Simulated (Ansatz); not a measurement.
System: H$_{3}$C$_{35}$ (slab).

H$_{3}$C$_{35}$ (slab), 76 atoms, a = 9.84 Å, b = 9.84 Å, c = 21.35 Å, α = 90.00°, β = 90.00°, γ = 120.00°.

These are results of DFT PBE+D3(BJ), scalar-relativistic, plane waves, PAW in Ansatz, not measurements.

**What will maps of the valence pseudo-density and electron localisation function show?**

C–H (1.09 Å): the density is about 2 e/Å³ at the midpoint; the ELF climbs to about 1 towards the hydrogen, as it does in any bond to H; a covalent bond by its length.
C–C (1.42 Å): ρ is about 2 e/Å³ halfway; the ELF peaks at about 0.95 between the atoms, as expected for a covalent bond.

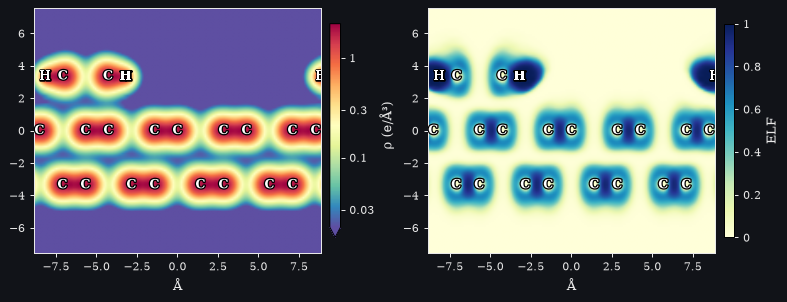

Computed valence pseudo-density and electron localisation function on the (110) plane of the calculation cell, a cut from vacuum to vacuum, in this order. 

The density is the valence pseudo-density of a PAW calculation; it isn't the true density close to the nuclei.
